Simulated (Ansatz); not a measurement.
**Al2Cu: geometry relaxation (part 1 of 2)**

Al2Cu (12 atoms in the cell), computed with DFT PBEsol, scalar-relativistic, plane waves, PAW, no spin polarisation (Ansatz 0.2.0).

The structure derives from a Materials Project entry. It belongs to a series of runs on one base structure; here: 0 of 8 Al sites taken by Mg, cell and atoms relaxed. Figures and captions count atoms from 1; the log counts them from 0 in places.

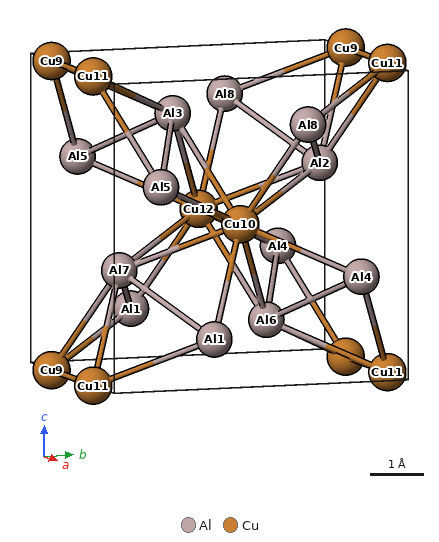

The structure as given in the input (ball-and-stick view of the cell of the calculation, seen slightly off an axis; atoms are numbered from 1 in the order of the input). An atom can appear more than once, as a periodic image.

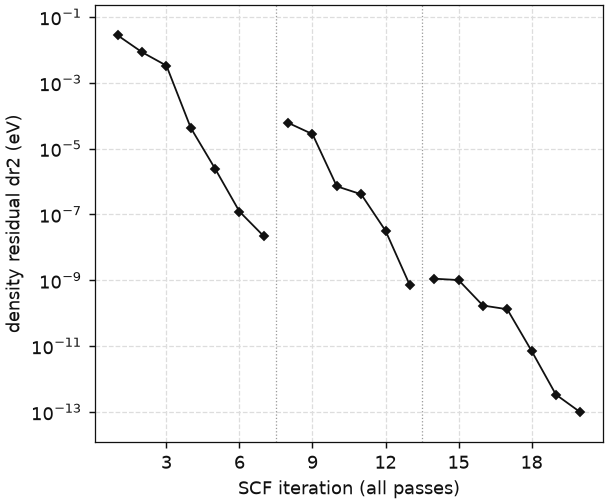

Convergence of the self-consistent field: density residual dr2 against the SCF iteration. The dotted lines part the SCF passes of the relaxation: geometry steps, rejected trials and re-solves on a re-selected basis. The passes take 7, 6 and 7 iterations.

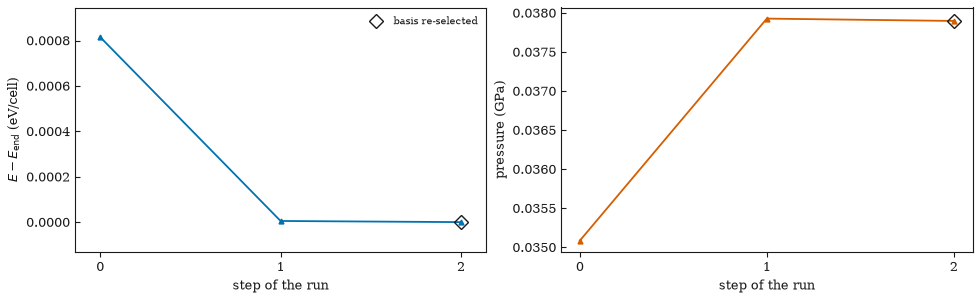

Progress of the relaxation, step by step (the first geometry is step 0 here and step 1 in the log). The atoms keep their places relative to the cell (all moves are under 0.005 Å). The space group stays I4/mcm (No. 140). After 1 geometry step the energy has fallen by 0.8 meV per cell of the calculation. The largest force component goes from 0.018 to 0.0054 eV/Å. The pressure goes from 0.04 to 0.04 GPa. A last SCF at the same geometry on a re-selected plane-wave basis shifts the energy by next to nothing (0.0 meV per cell of the calculation). (Atoms are counted from 1 in the order of the input.)

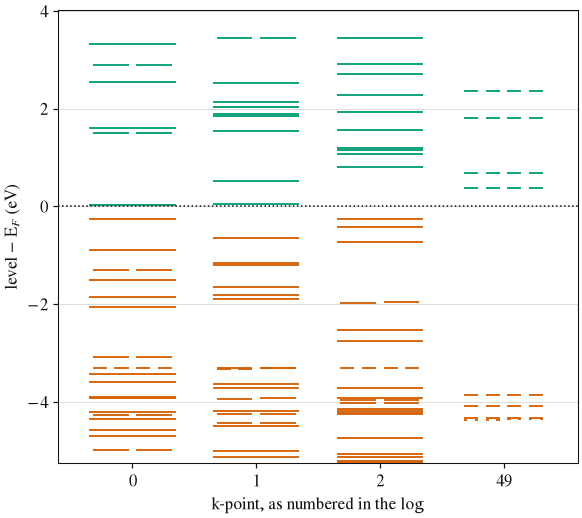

Kohn–Sham levels near the Fermi level (dotted) at the few k-points that the log prints; levels within 0.02 eV of each other stand side by side. The system is metallic on the full mesh.

The input and output of the run follow.

Input:
```yaml
crystal:
  lattice:
    - [0.0, 0.0, 4.8287015638]
    - [-5.9923500388, 0.0, 0.0]
    - [0.0, -5.9923500388, 0.0]
  atoms:
    - { symbol: Al, position: [0.0, 0.3406606826, 0.1593393174] }
    - { symbol: Al, position: [0.5, 0.8406606826, 0.6593393174] }
    - { symbol: Al, position: [0.5, 0.3406606826, 0.8406606826] }
    - { symbol: Al, position: [0.0, 0.8406606826, 0.3406606826] }
    - { symbol: Al, position: [0.0, 0.1593393174, 0.6593393174] }
    - { symbol: Al, position: [0.5, 0.6593393174, 0.1593393174] }
    - { symbol: Al, position: [0.5, 0.1593393174, 0.3406606826] }
    - { symbol: Al, position: [0.0, 0.6593393174, 0.8406606826] }
    - { symbol: Cu, position: [0.25, 0.0, 0.0] }
    - { symbol: Cu, position: [0.75, 0.5, 0.5] }
    - { symbol: Cu, position: [0.75, 0.0, 0.0] }
    - { symbol: Cu, position: [0.25, 0.5, 0.5] }
basis:
  ecutwfc: 420
kpoints:
  mp_grid: { grid: [8, 6, 6] }
hamiltonian:
  xc: pbesol
scf:
  occupations: { method: gaussian, width: 0.1 }
output:
  forces: true
  stress: true
  eigenvalues: true
relax:
  adjacent_minimum: "off"
  f_tol: 0.015
  max_steps: 60
  cell: { stress_tol: 0.15 }
```

Run as:
```bash
ansatz run input.yaml --threads 2 --pin off --max-ram 5120MiB --backend cpu --events-out ev --progress --plain --runs-dir out
```

Log:
```
Engine: ansatz 0.2.0, x86_64-unknown-linux-gnu
Pseudopotentials: kind: paw
Pseudopotential: Al, paw, valence charge 3, recommended cutoff 420 eV (normal), Al.paw.azcp
Pseudopotential: Cu, paw, valence charge 19, recommended cutoff 420 eV (normal), Cu.paw.azcp
Functional definition: PBEsol
  exchange = pbesol_x
  correlation = pbesol_c
Crystal: 12 atoms, lattice volume = 173.390 Å³
Basis set: ecut = 420 eV, 3357 PW (Γ), exchange–correlation on 72×90×90 points (8 copies of the dense FFT grid, shifted against one another)
Bands: 62, of which v1, the nominal top of the filled ones, is band 50 counted from 1 (49 counted from 0)
Symmetry: 32 space group operations
Space group: I4/mcm (ITA 140), of the structure as read, at distance tolerance 5.6e-5 Å
k-points: 50 of 288
Non-local potential: Al, projectors of the file, l = 0: 2, l = 1: 2, l = 2: 1
Non-local potential: Cu, projectors of the file, l = 0: 3, l = 1: 2, l = 2: 3, l = 3: 1
PAW form: soft (Blöchl's): semilocal exchange-correlation on the pseudo side does not see the compensation charge
PAW frozen core: Al, regenerated for the run's functional, and the local potential with it (the file was generated under x = pbe(κ = 0.804, μ = 0.2195149727645171), c = pbe(β = 0.06672455060314922))
PAW frozen core: Cu, regenerated for the run's functional, and the local potential with it (the file was generated under x = pbe(κ = 0.804, μ = 0.2195149727645171), c = pbe(β = 0.06672455060314922))
PAW one-centre angular grid: Al, 110 points (default); XC on 64 Gauss nodes
PAW one-centre angular grid: Cu, 590 points (default); XC on 64 Gauss nodes
Initial density: superposition of atomic densities (neutral atoms: chi_scale 0, normalization atom), corrected by the library's trained network
Initial wavefunctions: pseudopotential atomic-orbital guess
Functional: x = pbesol(κ = 0.804, μ = 0.12345679012345678), c = pbesol(β = 0.046)
SCF iter   1: F=—  HF=-30553.602044 eV  |F-HF|=—  |Δ(HF+E_count)|=         —  Δρ=5.71e-3  dr2=2.75e-2  ethr=1.77e-3  ⟨swp⟩=6.9  Hψ=12792  notcnv=0  defer=16
preconditioner: auto → Kerker (q_TF=auto, 2.489 Å⁻¹)  [metal: Δε(μ)=0.045 eV  Ē_g=7.236 eV  σ=0.100 eV  W_gap=0.24  n_scr=46 (ndim 8)  ℏωp=23.3 eV  f_vac=0.000  D(μ)=2.82/eV (n_scr^D=18)]
SCF iter   2: F=—  HF=-30553.593547 eV  |F-HF|=—  |Δ(HF+E_count)|=   8.50e-3  Δρ=1.42e-3  dr2=8.48e-3  ethr=2.75e-5  ⟨swp⟩=2.2  Hψ=5710  notcnv=0  defer=31
SCF iter   3: F=—  HF=-30553.592446 eV  |F-HF|=—  |Δ(HF+E_count)|=   1.10e-3  Δρ=9.62e-4  dr2=3.32e-3  ethr=8.48e-6  ⟨swp⟩=1.1  Hψ=2868  notcnv=0  defer=31
SCF iter   4: F=—  HF=-30553.591533 eV  |F-HF|=—  |Δ(HF+E_count)|=   9.13e-4  Δρ=1.88e-4  dr2=4.26e-5  ethr=3.32e-6  ⟨swp⟩=2.0  Hψ=4515  notcnv=0  defer=31
SCF iter   5: F=—  HF=-30553.591540 eV  |F-HF|=—  |Δ(HF+E_count)|=   7.40e-6  Δρ=2.71e-5  dr2=2.44e-6  ethr=4.26e-8  ⟨swp⟩=2.2  Hψ=4376  notcnv=0  defer=31
SCF iter   6: F=—  HF=-30553.591540 eV  |F-HF|=—  |Δ(HF+E_count)|=   4.56e-7  Δρ=9.66e-6  dr2=1.22e-7  ethr=2.44e-9  ⟨swp⟩=2.0  Hψ=4542  notcnv=0  defer=31
SCF iter   7: F=-30553.591540 eV  HF=-30553.591540 eV  |F-HF|=3.81e-8  |Δ(HF+E_count)|=   2.27e-9  Δρ=4.29e-6  dr2=2.17e-8  ethr=1.00e-10  ⟨swp⟩=8.4  Hψ=10959  notcnv=0
SCF 1 converged in 7 iterations: F = -30553.591540 eV  dr2 = 2.17e-8
  greatest PAW one-centre occupation: 1.000 electrons in one spin orbital (limit 2), on the Cu atom at site 11 (counted from 0), in its partial waves of l = 0
relax step   1: F+E_penalty+E_count = -30553.59153957 eV  Δ(F+E_penalty+E_count) = +0.000e0 eV  max|allowed force component| = 1.774e-2 eV/Å  Δτ_max = 0.0000 Å  P = +0.035 GPa  Ω = 173.390 Å³  (7 SCF iters, dr2 threshold 1.00e-7 eV, accepted)
Crystal: 12 atoms, lattice volume = 173.376 Å³
Initial density: handed on by an earlier stage of this run
Initial wavefunctions: those handed on with the density
iter 1 solved again at ethr=6.53e-8 eV; its pass at ethr=3.10e-3 eV (dr2=6.53e-5 eV) is discarded
SCF iter   1: F=—  HF=-30553.592343 eV  |F-HF|=—  |Δ(HF+E_count)|=         —  Δρ=1.54e-4  dr2=6.05e-5  ethr=6.53e-8  ⟨swp⟩=2.0  Hψ=13532  notcnv=0
preconditioner: auto → Kerker (q_TF=auto, 2.489 Å⁻¹)  [metal: Δε(μ)=0.021 eV  Ē_g=7.227 eV  σ=0.100 eV  W_gap=0.12  n_scr=46 (ndim 8)  ℏωp=23.3 eV  f_vac=0.000  D(μ)=2.92/eV (n_scr^D=18)]
SCF iter   2: F=—  HF=-30553.592358 eV  |F-HF|=—  |Δ(HF+E_count)|=   1.52e-5  Δρ=9.66e-5  dr2=2.75e-5  ethr=6.05e-8  ⟨swp⟩=1.0  Hψ=3103  notcnv=0
SCF iter   3: F=—  HF=-30553.592350 eV  |F-HF|=—  |Δ(HF+E_count)|=   7.70e-6  Δρ=2.40e-5  dr2=7.12e-7  ethr=2.75e-8  ⟨swp⟩=2.0  Hψ=4094  notcnv=0
SCF iter   4: F=—  HF=-30553.592350 eV  |F-HF|=—  |Δ(HF+E_count)|=   2.02e-7  Δρ=1.70e-5  dr2=4.09e-7  ethr=7.12e-10  ⟨swp⟩=2.0  Hψ=5503  notcnv=0
iter 5 did not close the SCF: its close was put off for the readings that it lacked (scf_convergence_deferred on its scf_iter line)
SCF iter   5: F=-30553.592350 eV  HF=-30553.592350 eV  |F-HF|=4.59e-8  |Δ(HF+E_count)|=   7.77e-8  Δρ=4.75e-6  dr2=3.19e-8  ethr=4.09e-10  ⟨swp⟩=2.3  Hψ=4212  notcnv=0
SCF iter   6: F=-30553.592350 eV  HF=-30553.592350 eV  |F-HF|=5.38e-10  |Δ(HF+E_count)|=   7.47e-9  Δρ=5.71e-7  dr2=7.03e-10  ethr=3.19e-11  ⟨swp⟩=2.6  Hψ=9837  notcnv=0
SCF 2 converged in 6 iterations: F = -30553.592350 eV  dr2 = 7.03e-10
relax step   2: F+E_penalty+E_count = -30553.59234984 eV  Δ(F+E_penalty+E_count) = -8.103e-4 eV  max|allowed force component| = 5.377e-3 eV/Å  Δτ_max = 0.0028 Å  P = +0.038 GPa  Ω = 173.376 Å³  energy of the carried Pulay correction = +5.404e-6 eV  (6 SCF iters, dr2 threshold 1.56e-7 eV, accepted)
Initial wavefunctions: pseudopotential atomic-orbital guess (no wavefunctions were taken with the density)
iter 1 solved again at ethr=3.01e-7 eV; its pass at ethr=3.10e-3 eV (dr2=3.01e-4 eV) is discarded
SCF iter   1: F=—  HF=-30553.592341 eV  |F-HF|=—  |Δ(HF+E_count)|=         —  Δρ=1.84e-6  dr2=1.11e-9  ethr=3.01e-7  ⟨swp⟩=3.0  Hψ=19256  notcnv=0
eigensolver tolerance schedule: the retry pair's looser diagonalisation over-reported the residual by 271269.74 of it (diagonalisation noise at an unbounded share of the residual, at the tolerance the schedule requests for it); recorded, not acted on — ethr = c·dr2/N_el stays at c = 1.0e-1
preconditioner: auto → Kerker (q_TF=auto, 2.489 Å⁻¹)  [metal: Δε(μ)=0.022 eV  Ē_g=7.228 eV  σ=0.100 eV  W_gap=0.12  n_scr=46 (ndim 8)  ℏωp=23.3 eV  f_vac=0.000  D(μ)=2.92/eV (n_scr^D=18)]
SCF iter   2: F=—  HF=-30553.592355 eV  |F-HF|=—  |Δ(HF+E_count)|=   1.35e-5  Δρ=1.20e-6  dr2=1.01e-9  ethr=1.11e-12  ⟨swp⟩=3.2  Hψ=8092  notcnv=0
iter 3 did not close the SCF: its close was put off for the readings that it lacked (scf_convergence_deferred on its scf_iter line)
SCF iter   3: F=-30553.592355 eV  HF=-30553.592355 eV  |F-HF|=2.55e-11  |Δ(HF+E_count)|=  3.17e-10  Δρ=4.43e-7  dr2=1.70e-10  ethr=1.01e-12  ⟨swp⟩=2.4  Hψ=4152  notcnv=0
iter 4 did not close the SCF: its close was put off for the readings that it lacked (scf_convergence_deferred on its scf_iter line)
SCF iter   4: F=-30553.592355 eV  HF=-30553.592355 eV  |F-HF|=1.82e-10  |Δ(HF+E_count)|=  4.37e-11  Δρ=3.04e-7  dr2=1.31e-10  ethr=1.00e-12  ⟨swp⟩=2.2  Hψ=4318  notcnv=0
iter 5 did not close the SCF: its close was put off for the readings that it lacked (scf_convergence_deferred on its scf_iter line)
SCF iter   5: F=-30553.592355 eV  HF=-30553.592355 eV  |F-HF|=2.18e-11  |Δ(HF+E_count)|=  2.91e-11  Δρ=5.17e-8  dr2=7.11e-12  ethr=1.00e-12  ⟨swp⟩=1.0  Hψ=3100  notcnv=0
iter 6 did not close the SCF: its close was put off for the readings that it lacked (scf_convergence_deferred on its scf_iter line)
SCF iter   6: F=-30553.592355 eV  HF=-30553.592355 eV  |F-HF|=1.82e-11  |Δ(HF+E_count)|=  1.09e-11  Δρ=1.69e-8  dr2=3.34e-13  ethr=1.00e-12  ⟨swp⟩=1.0  Hψ=3100  notcnv=0
SCF iter   7: F=-30553.592355 eV  HF=-30553.592355 eV  |F-HF|=7.28e-12  |Δ(HF+E_count)|=  3.64e-12  Δρ=8.58e-9  dr2=9.74e-14  ethr=1.00e-12  ⟨swp⟩=1.6  Hψ=6666  notcnv=0
SCF 3 converged in 7 iterations: F = -30553.592355 eV  dr2 = 9.74e-14
```
